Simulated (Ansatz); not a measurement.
**AlN (F-43m): how G0W0 depends on its starting point**

Aim: G0W0 for AlN (F-43m) on several starting functionals, at one mesh, band count and screening cutoff.

Program: Ansatz 0.2.0. Level of theory: G0W0 on several functionals, plane waves, PAW. Results are calculated unless marked as measured.

In doubt: masses and optical values from hybrid runs of this build are listed as unsure (steps 3, 4), which bears on the screening that GW takes from such a start.

### 1. The structure

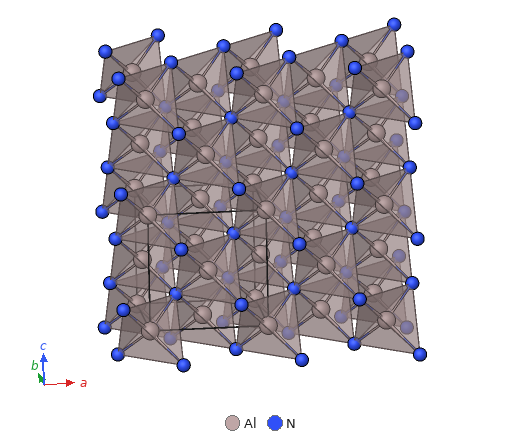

The cell as given, slightly off an axis (aluminium light grey, nitrogen blue). 2×1×2 cells are drawn. This picture shows the conventional cell, with its axes. Some periodic images of atoms are drawn too.

The cell and positions are those that the Materials Project relaxed with its own functionals (PBE, PBE+U or r2SCAN), kept fixed. This is not the form that AlN usually takes at ambient conditions.

### 2. G0W0 on PBE

G0W0 replaces the xc potential by the self-energy, built once from these orbitals. Only a window of levels is corrected, while the sums run over the empty bands that the input names. This step takes PAW set soft_1 files.

This step: G0W0 on PBE, plane waves, PAW; PAW set soft_1.

The input, input.yaml:

```yaml
crystal:
  lattice:
    - [0.0, 2.1839935596, 2.1839935596]
    - [2.1839935596, 0.0, 2.1839935596]
    - [2.1839935596, 2.1839935596, 0.0]
  atoms:
    - { symbol: Al, position: [0.0, 0.0, 0.0] }
    - { symbol: "N", position: [0.75, 0.75, 0.75] }
kpoints:
  mp_grid: { grid: [6, 6, 6] }
hamiltonian:
  xc: pbe
  pseudopotentials: { kind: paw, azcp: { folder: soft_1 } }
scf:
  occupations: { method: fixed }
gw:
  n_empty_bands: 62
  ecut_chi: 120
  qp_bands: [v2, c2]
  qp_kpoints: band_edges
  screening: { model: contour_deformation }
```

Run with:

```sh
ansatz run input.yaml --threads 3 --pin off --max-ram 92160MiB --backend cuda --events-out ev --progress --plain --runs-dir out --devices 1 --max-vram 13GiB
```

Numbers of over 12 decimals in the logs are rounded to 6 here.

What it wrote:

```text
GPUs: using 1 of 1 available (devices: 1).
Engine: ansatz 0.2.0, x86_64-unknown-linux-gnu
Pseudopotentials: kind: paw
Pseudopotential: Al, paw, valence charge 3, recommended cutoff 420 eV (normal), soft_1/Al.paw.azcp
Pseudopotential: N, paw, valence charge 5, recommended cutoff 420 eV (normal), soft_1/N.paw.azcp
Functional definition: PBE
  parameter kappa = 0.804
  parameter beta = 0.066725
  exchange = pbe_x(kappa = kappa, mu = beta*pi^2/3)
  correlation = pbe_c(beta = beta)
device memory: the entry about to start is reckoned to put 0.4 GiB on a device that reports 63.1 GiB free (of which the cap on the GPU budget leaves the run 13.0 GiB)
GPU FFT provider: cuFFT
GPU libraries: cuBLAS 13.8.2, cuFFT 12.4.0, cuSOLVER 12.3.4
Crystal: 2 atoms, lattice volume = 20.835 Å³
Basis set: ecut = 420 eV, 411 PW (Γ)
Bands: 8, of which v1, the nominal top of the filled ones, is band 4 counted from 1 (3 counted from 0)
Symmetry: 24 space group operations
Space group: F-43m (ITA 216), of the structure as read, at distance tolerance 2.8e-5 Å
k-points: 16 of 216 (time reversal used)
Non-local potential: Al, projectors of the file, l = 0: 2, l = 1: 2, l = 2: 1
Non-local potential: N, projectors of the file, l = 0: 2, l = 1: 2, l = 2: 1
PAW form: soft (Blöchl's): semilocal exchange-correlation on the pseudo side does not see the compensation charge
PAW one-centre angular grid: Al, 110 points (default); XC on 64 Gauss nodes
PAW one-centre angular grid: N, 110 points (default); XC on 64 Gauss nodes
Initial density: superposition of atomic densities (chi_scale 0.1, normalization cell, long waves kept (reshape's long-wave potential 0.00 eV rms))
Initial wavefunctions: pseudopotential atomic-orbital guess
GPU buffer pool allocated for 13824 grid points (all kernels)
GPU transforms: local potential and band sums: pruned to the plane-wave sphere, on 24×24×24
Functional: x = pbe(κ = 0.804, μ = 0.219515), c = pbe(β = 0.066725)
SCF iter   1: F=—  HF=-925.658789 eV  |F-HF|=—  |Δ(HF+E_count)|=         —  Δρ=1.39e-1  dr2=4.93e0  ethr=3.10e-3  ⟨swp⟩=4.2  Hψ=839  notcnv=0  defer=4
preconditioner: auto → none  [insulator: Δε(μ)=5.460 eV  Ē_g=16.570 eV  n_scr=0 (ndim 8)  ℏωp=23.0 eV  f_vac=0.000  ε∞_Penn≈2.9]
SCF iter   2: F=—  HF=-924.424811 eV  |F-HF|=—  |Δ(HF+E_count)|=    1.23e0  Δρ=7.73e-2  dr2=7.44e-1  ethr=3.10e-3  ⟨swp⟩=2.7  Hψ=400  notcnv=0  defer=20
SCF iter   3: F=—  HF=-924.214508 eV  |F-HF|=—  |Δ(HF+E_count)|=   2.10e-1  Δρ=2.34e-2  dr2=5.69e-2  ethr=3.10e-3  ⟨swp⟩=2.6  Hψ=345  notcnv=0  defer=28
SCF iter   4: F=—  HF=-924.207733 eV  |F-HF|=—  |Δ(HF+E_count)|=   6.78e-3  Δρ=1.45e-3  dr2=2.17e-4  ethr=7.12e-4  ⟨swp⟩=2.0  Hψ=162  notcnv=0  defer=30
SCF iter   5: F=—  HF=-924.207665 eV  |F-HF|=—  |Δ(HF+E_count)|=   6.75e-5  Δρ=4.29e-4  dr2=1.02e-5  ethr=2.72e-6  ⟨swp⟩=2.7  Hψ=210  notcnv=0  defer=30
SCF iter   6: F=—  HF=-924.207667 eV  |F-HF|=—  |Δ(HF+E_count)|=   1.61e-6  Δρ=3.58e-5  dr2=1.60e-7  ethr=1.27e-7  ⟨swp⟩=2.1  Hψ=189  notcnv=0
SCF iter   7: F=-924.207667 eV  HF=-924.207667 eV  |F-HF|=3.73e-9  |Δ(HF+E_count)|=   5.43e-8  Δρ=4.88e-6  dr2=3.02e-9  ethr=1.25e-9  ⟨swp⟩=3.9  Hψ=575  notcnv=0
SCF 1 converged in 7 iterations: F = -924.207667 eV  dr2 = 3.02e-9
  greatest PAW one-centre occupation: 0.790 electrons in one spin orbital (limit 2), on the N atom at site 1 (counted from 0), in its partial waves of l = 0
device memory: the entry about to start is reckoned to put 0.4 GiB on a device that reports 63.4 GiB free (of which the cap on the GPU budget leaves the run 13.0 GiB)
NSCF: frozen V_eff on 16 k-points, pencils in batches of 32, up to order 32
the band table was solved once the SCF had ended and its energy, with any forces and stress, was formed, with the checks that follow a solve (949 applications of the Hamiltonian). They found nothing against the state; the energy, forces and stress were not computed again (output.eigenvalues in the input reference)
device memory: the entry about to start is reckoned to put 1.2 GiB on a device that reports 62.4 GiB free (of which the cap on the GPU budget leaves the run 13.0 GiB)
NSCF: frozen V_eff on 16 k-points
G₀W₀ screening: q 1/16
[... further progress lines ...]
device memory: the entry about to start is reckoned to put 0.3 GiB on a device that reports 59.9 GiB free (of which the cap on the GPU budget leaves the run 13.0 GiB)
NSCF: frozen V_eff on 1 k-points
device memory: the entry about to start is reckoned to put 0.3 GiB on a device that reports 59.9 GiB free (of which the cap on the GPU budget leaves the run 13.0 GiB)
NSCF: frozen V_eff on 1 k-points
SCF converged after 7 iterations
Free energy (F): -924.207667 eV
Harris-Foulkes:  -924.207667 eV  (|F-HF|=3.73e-9)
Internal energy: -924.207667 eV  (E = F + TS)
E sigma→0 (E₀):  -924.207667 eV
Fermi energy:    6.965493 eV
--- Per-component energies (eV) ---
  E_band       = 15.356268
  E_kinetic    = 156.741246
  E_local      = -209.142472  (includes V_loc(G=0)·N_el)
  E_nonlocal   = 44.656391
  E_hartree    = 77.121741
  E_xc         = -99.069739
  E_vxc        = -107.006535  (∫ρ·V_xc dr)
  E_paw        = -597.912116  (= ΣΔE_a)
  E_vpaw       = -24.136877  (= ΣTr[D̂ρ^β])
  E_aug_tail   = 0.000837  (compensation charges beyond the density's cutoff)
  E_ewald      = -296.603555
  E_smearing   = -0.000000  (= −TS)
  E_closure    = 0.000000  (closes the sum)
  Σ components = -924.207667   (vs F -924.207667, Δ=0.00e0)
--- Band table (eV; the first three rows and the last of 16) ---
  k-point 0: bands = ["-7.9981", "6.9655", "6.9655", "6.9655", "11.1514", "19.5431", "19.5431", "19.5431"]
  k-point 1: bands = ["-7.6016", "5.1152", "6.8345", "6.8345", "12.5774", "18.6294", "19.7025", "19.7025"]
  k-point 2: bands = ["-6.6187", "2.4255", "6.5971", "6.5971", "13.9750", "17.3721", "18.6938", "18.6938"]
  k-point 15: bands = ["-5.2817", "2.6615", "4.1949", "4.4753", "12.2125", "17.2783", "19.9470", "19.9915"]
--- G₀W₀: contour deformation, 6 samples at zero and on the imaginary axis and 3 off it, 216 q-points, 62 empty bands' worth ---
  eigenvalues of the whole cell's RPA ε∞ on this k-mesh (on a slab, of 1 + 4πα/V) = 4.4070, 4.4070, 4.4070; static W/v taken at q = 0 is 0.226914
  bands read: the sum over 66 bands ends inside a degenerate multiplet in 4 slots, whose members it reads at an even weight; the widest, k=0: bands 65 to 67 (counted from 1) at 2/3 each
  gw.qp_kpoints: band_edges: 9 of 16 stored k-points solved, in 1 pass; an edge of the gap read off the rows below is read off those points alone
    valence top: of the k-points left out ik 4 came nearest to being solved in a further pass, in band 3 (counted from 1, as in the quasiparticle table): it holds the edge there only if its correction is more favourable than any solved in that band by at least 0.515 eV; those differ by 0.278 eV
    conduction bottom: of the k-points left out ik 15 came nearest to being solved in a further pass, in band 5 (counted from 1, as in the quasiparticle table): it holds the edge there only if its correction is more favourable than any solved in that band by at least 1.924 eV; those differ by 0.523 eV
    ik  band        ε_KS         Σx   Σc(E_QP)       V_xc       Z   E_QP_lin       E_QP  E_QP is
     0     3      6.9655   -21.7299     3.2496   -17.6767  0.7796     6.1555     6.1619  root
     0     4      6.9655   -21.7299     3.2496   -17.6767  0.7796     6.1555     6.1619  root
     0     5     11.1514    -9.8106    -3.8722   -14.4660  0.8142    11.9389    11.9346  root
     0     6     19.5431    -6.5416    -5.2268   -12.7903  0.8051    20.5746    20.5650  root
     1     3      6.8345   -21.7241     3.2848   -17.6174  0.7789     6.0059     6.0126  root
     1     4      6.8345   -21.7241     3.2848   -17.6174  0.7789     6.0059     6.0126  root
     1     5     12.5774   -10.1092    -4.0555   -15.0503  0.8053    13.4694    13.4630  root
     1     6     18.6294    -6.9105    -5.2215   -13.1362  0.7964    19.6450    19.6336  root
     2     3      6.5971   -21.7382     3.3526   -17.5330  0.7777     5.7369     5.7445  root
     2     4      6.5971   -21.7382     3.3526   -17.5330  0.7777     5.7369     5.7445  root
     2     5     13.9750    -8.6910    -4.4814   -14.0827  0.8078    14.8933    14.8853  root
     2     6     17.3721    -7.4617    -5.4043   -13.8471  0.7684    18.3702    18.3531  root
     3     3      6.4887   -21.7525     3.3831   -17.5043  0.7771     5.6157     5.6236  root
     3     4      6.4887   -21.7525     3.3831   -17.5043  0.7771     5.6157     5.6236  root
     3     5     14.3475    -7.9143    -4.4849   -13.2673  0.8190    15.2222    15.2156  root
     3     6     16.8287    -7.5444    -5.5582   -14.0699  0.7569    17.8170    17.7960  root
     7     3      5.1499   -20.9224     3.5979   -16.3124  0.7701     4.1243     4.1377  root
     7     4      6.4569   -21.7007     3.3762   -17.4550  0.7771     5.5795     5.5875  root
     7     5     14.9497    -7.5630    -4.8075   -13.2587  0.7916    15.8479    15.8379  root
     7     6     15.8132    -7.1541    -4.7508   -12.7723  0.8100    16.6891    16.6807  root
     8     3      5.7664   -21.1252     3.4764   -16.6890  0.7741     4.7957     4.8066  root
     8     4      6.8348   -21.8284     3.2963   -17.7143  0.7787     6.0103     6.0170  root
     8     5     13.9299    -9.6701    -4.4539   -15.1000  0.7954    14.9157    14.9058  root
     8     6     17.7906    -6.3235    -5.1925   -12.3910  0.7939    18.6714    18.6656  root
[...]
10     3      4.4481   -20.4108     3.6948   -15.6341  0.7656     3.3487     3.3663  root
    10     4      5.4764   -21.2835     3.5766   -16.7124  0.7719     4.4699     4.4820  root
    10     5     11.6529    -6.4452    -4.0103   -11.0252  0.8224    12.2251    12.2226  root
    10     6     16.6026    -6.6859    -4.6721   -12.2505  0.8177    17.5029    17.4950  root
    12     3      5.1996   -21.2109     3.6389   -16.5476  0.7700     4.1617     4.1752  root
    12     4      5.1996   -21.2109     3.6389   -16.5476  0.7700     4.1617     4.1752  root
    12     5     10.2882    -5.8665    -3.8334   -10.1533  0.8306    10.7430    10.7416  root
    12     6     15.5843    -6.0620    -4.4641   -11.3011  0.8318    16.3643    16.3593  root
```

Wall time 10 s (1 × NVIDIA H100 80GB HBM3 (shared by 6 runs) with 3 threads of AMD EPYC 7R13 (Zen 3), shared host); peak memory 0.97 GiB.

The column dr2 measures how far the density is from self-consistency, as an energy; F and HF (Harris–Foulkes) agree once it is small.

This step gave:

```
bands summed                                 : 66
RPA ε∞ on this mesh (eigenvalues)            : 4.407, 4.407, 4.407
plane waves in the screening matrix          : 59
q-points in the mesh                         : 216
G0W0 gap on the mesh                         : 4.580 eV
k of the valence top                         : 0, 0, 0
k of the conduction bottom                   : 0, -0.5, -0.5
starting gap on the mesh                     : 3.323 eV
Z at the valence top                         : 0.7796
Z at the conduction bottom                   : 0.8306
least direct G0W0 gap on the computed points : 5.773 eV
```

The gap on the mesh goes from 3.32 eV to 4.58 eV, a correction of +1.26 eV. Between the two edge states, bare exchange in place of the xc potential would open the gap by 8.34 eV, and correlation takes back 7.08 eV.

### 3. G0W0 on HSE06

The same correction from a different start measures what one shot leaves open.

This step: G0W0 on HSE06, plane waves, PAW; PAW set soft_1.

input.yaml: that of step 2 with these lines changed.

```diff
@@ -11,3 +11,3 @@
 hamiltonian:
-  xc: pbe
+  xc: hse06
   pseudopotentials: { kind: paw, azcp: { folder: soft_1 } }
```

What it wrote:

```text
GPUs: using 1 of 1 available (devices: 1).
[...]
davidson cushion auto → on  (no smearing: the cushion is to keep the highest requested band from converging to the state above it; pin scf.eigensolver.cushion to override)
[...]
GPU FFT provider: cuFFT
GPU libraries: cuBLAS 13.8.2, cuFFT 12.4.0, cuSOLVER 12.3.4
Crystal: 2 atoms, lattice volume = 20.835 Å³
Basis set: ecut = 420 eV, 411 PW (Γ)
Bands: 8, of which v1, the nominal top of the filled ones, is band 4 counted from 1 (3 counted from 0)
[... 1 set-up line as in the run before ...]
[...]
k-points: 16 of 216 (time reversal used)
[...]
GPU buffer pool allocated for 13824 grid points (all kernels)
[...]
SCF iter   1: F=—  HF=-925.657189 eV  |F-HF|=—  |Δ(HF+E_count)|=         —  Δρ=1.40e-1  dr2=4.95e0  ethr=1.00e-1  ⟨swp⟩=4.4  Hψ=502  notcnv=0
[...]
SCF iter   4: F=-924.201472 eV  HF=-924.202059 eV  |F-HF|=5.88e-4  |Δ(HF+E_count)|=   6.56e-3  Δρ=2.77e-3  dr2=7.65e-4  ethr=7.27e-4  ⟨swp⟩=2.0  Hψ=320  notcnv=0
SCF 1 stopped early in 4 iterations: F = -924.201472 eV  dr2 = 7.65e-4
[...]
GPU FFT provider: cuFFT
GPU libraries: cuBLAS 13.8.2, cuFFT 12.4.0, cuSOLVER 12.3.4
[...]
GPU buffer pool allocated for 13824 grid points (all kernels)
[...]
G₀W₀ screening: q 1/16
[... further progress lines ...]
[...]
hybrid SCF converged: 2 outer / 7 inner (+4 warm-up), last move |dexx| = 3.26e-8 eV, tail = 1.56e-8 eV
Stability not checked: this state was not tested for a lower state beside it, because the functional holds exact exchange (a hybrid, or Hartree-Fock), whose exchange loop this test does not read (fock_operator; see scf.lower_state_search)
Free energy (F): -924.666771 eV
Frozen-core exchange: fock
[...]
Internal energy: -924.666771 eV  (E = F + TS)
E sigma→0 (E₀):  -924.666771 eV
Fermi energy:    6.031893 eV
[...]
--- Band table (eV; the first three rows and the last of 16) ---
[...]
guard bands above this table: 2 of the run's 8 bands. The solve was not asked for them (output.publish_guard_bands: true or output.eigenvalues: true publishes all)
[...]
0     3      6.0319   -21.7365     2.9414   -18.5450  0.8074     5.7815     5.7819  root
     0     4      6.0319   -21.7365     2.9414   -18.5450  0.8074     5.7815     5.7819  root
     0     5     11.5933    -9.4137    -3.7518   -13.7763  0.8377    12.2062    12.2041  root
     0     6     20.3272    -6.4318    -4.8149   -11.8987  0.8300    20.9829    20.9792  root
     1     3      5.8887   -21.7303     2.9685   -18.5016  0.8068     5.6280     5.6285  root
     1     4      5.8887   -21.7303     2.9685   -18.5016  0.8068     5.6280     5.6285  root
     1     5     13.0835    -9.6480    -3.9034   -14.2104  0.8304    13.7453    13.7427  root
     1     6     19.4112    -6.7629    -4.8086   -12.2055  0.8233    20.0486    20.0452  root
[...]
12     3      4.1038   -21.2306     3.2455   -17.6122  0.7994     3.7298     3.7310  root
    12     4      4.1038   -21.2306     3.2455   -17.6122  0.7994     3.7298     3.7310  root
    12     5     10.5859    -5.6475    -3.6972    -9.7363  0.8521    10.9783    10.9775  root
    12     6     16.1214    -5.9422    -4.1920   -10.6816  0.8530    16.6707    16.6689  root
```

The job ended after 22 s (1 × NVIDIA H100 80GB HBM3 (shared by 6 runs) with 3 threads; peak memory 1.1 GiB; 16 s of CPU time).

Numbers from this step:

```yaml
bands_summed: 66
rpa_eps_infinity_on_this_mesh_eigenvalues: 3.681, 3.681, 3.681
plane_waves_in_the_screening_matrix: 59
q_points_in_the_mesh: 216
g0w0_gap_on_the_mesh: 5.196 eV
k_of_the_valence_top: 0, 0, 0
k_of_the_conduction_bottom: 0, -0.5, -0.5
starting_gap_on_the_mesh: 4.554 eV
z_at_the_valence_top: 0.8074
z_at_the_conduction_bottom: 0.8521
least_direct_g0w0_gap_on_the_computed_points: 6.422 eV
```

Against the run with 6×6×6 mesh, 62 empty bands, screening to 120 eV, PAW set soft_1 files on PBE, the gap moves by +0.62 eV, while the start moved by +1.23 eV.

### 4. G0W0 on PBE0

This step: G0W0 on PBE0, plane waves, PAW; PAW set soft_1.

input.yaml: that of step 3 with these lines changed.

```diff
@@ -11,3 +11,3 @@
 hamiltonian:
-  xc: hse06
+  xc: pbe0
   pseudopotentials: { kind: paw, azcp: { folder: soft_1 } }
```

What it wrote:

```text
GPUs: using 1 of 1 available (devices: 1).
[...]
GPU FFT provider: cuFFT
GPU libraries: cuBLAS 13.8.2, cuFFT 12.4.0, cuSOLVER 12.3.4
Crystal: 2 atoms, lattice volume = 20.835 Å³
Basis set: ecut = 420 eV, 411 PW (Γ)
Bands: 8, of which v1, the nominal top of the filled ones, is band 4 counted from 1 (3 counted from 0)
[... 1 set-up line as in the run before ...]
[...]
k-points: 16 of 216 (time reversal used)
[...]
1     5     13.4445    -9.6329    -3.8047   -13.8443  0.8390    13.8520    13.8511  root
     1     6     19.8010    -6.7583    -4.6642   -11.8117  0.8337    20.1916    20.1903  root
[...]
12     3      3.7101   -21.2350     3.1153   -18.0122  0.8100     3.6026     3.6027  root
    12     4      3.7101   -21.2350     3.1153   -18.0122  0.8100     3.6026     3.6027  root
    12     5     10.9353    -5.6395    -3.6084    -9.3827  0.8597    11.0702    11.0701  root
    12     6     16.4942    -5.9374    -4.0844   -10.3049  0.8603    16.7776    16.7771  root
[key lines of the parts left out:]
Free energy (F): -924.901451 eV
Fermi energy:    5.646226 eV
```

Run time: 19 s. Hardware: 1 × NVIDIA H100 80GB HBM3 (shared by 6 runs) with 3 threads; peak memory 1.2 GiB.

This step gave:

```
bands summed                                 : 66
RPA ε∞ on this mesh (eigenvalues)            : 3.493, 3.493, 3.493
plane waves in the screening matrix          : 59
G0W0 gap on the mesh                         : 5.397 eV
k of the valence top                         : 0, 0, 0
k of the conduction bottom                   : 0, -0.5, -0.5
starting gap on the mesh                     : 5.289 eV
least direct G0W0 gap on the computed points : 6.633 eV
```

Against the run with 6×6×6 mesh, 62 empty bands, screening to 120 eV, PAW set soft_1 files on HSE06, the gap moves by +0.20 eV, while the start moved by +0.74 eV.

### 5. Side by side

All on the 6×6×6 mesh with 62 empty bands and screening to 120 eV. Times are wall times on 1 × NVIDIA H100 80GB HBM3 (shared by 6 runs) with 3 threads of AMD EPYC 7R13 (Zen 3), shared host, good to a factor of about two.

```
start  starting gap (eV)  shift (eV)  G0W0 gap (eV)  RPA ε∞ (harmonic mean)  Z (valence, conduction)  time
  PBE               3.32       +1.26           4.58                    4.41               0.78, 0.83  10 s
HSE06               4.55       +0.64           5.20                    3.68               0.81, 0.85  22 s
 PBE0               5.29       +0.11           5.40                    3.49               0.82, 0.86  19 s
```

The parts of the quasiparticle energy at the two band edges (eV; QP = start + Σx + Σc − Vxc):

```
  run               edge  start      Σx     Σc     Vxc     Z     QP
  PBE        valence top   6.97  -21.73   3.25  -17.68  0.78   6.16
  PBE  conduction bottom  10.29   -5.87  -3.83  -10.15  0.83  10.74
HSE06        valence top   6.03  -21.74   2.94  -18.55  0.81   5.78
HSE06  conduction bottom  10.59   -5.65  -3.70   -9.74  0.85  10.98
 PBE0        valence top   5.65  -21.74   2.83  -18.94  0.82   5.67
 PBE0  conduction bottom  10.94   -5.64  -3.61   -9.38  0.86  11.07
```

For a hybrid start, Vxc holds its share of exact exchange.

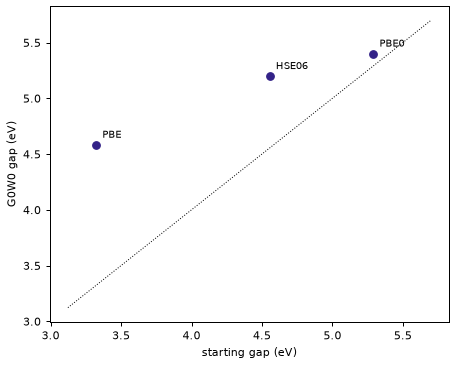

G0W0 gap against starting gap; on the dotted line the correction would vanish.

### 6. Outcome

```yaml
g0w0_pbe: 4.58 eV (start 3.32 eV)
g0w0_hse06: 5.20 eV (start 4.55 eV)
g0w0_pbe0: 5.40 eV (start 5.29 eV)
known_limits: not at the basis limit
```

**Reading.** The starting gaps span 1.97 eV and the G0W0 gaps 0.82 eV. Between PBE and PBE0, 0.82 eV of the 1.97 eV survives, 42 %. PBE0 screens less than PBE (ε∞ 3.49 against 4.41). Of the 0.82 eV by which its G0W0 gap is higher, the correlation part gives +0.64 eV, and exchange with the one-particle terms, which follow the orbitals, +0.17 eV. The smallest correction, +0.11 eV, is on PBE0, the start nearest to reproducing itself. Bands and cutoff are finite, so the gap is not at the basis limit. The miss can reach some tenths of an eV and take either sign; the mesh is an error of its own.

[Paths, hosts, dates, memory and timing lines, banners, echoed tables and standing remarks are left out of the program output.]

[Logs are printed without paths, hosts, clocks, repeated set-up lines and the standing remarks that a program may print on its own settings, such as how far it seeks lower states.]

[Runs of the session that timed out or met a known fault of the program may be left out.]

[Cells called generated may have been cut or substituted from an entry of the Crystallography Open Database or the Materials Project.]

[Hosts, paths, dates, database ids (printed as entryN), source tags and the programs' standing remarks are cut or masked in the printed files.]
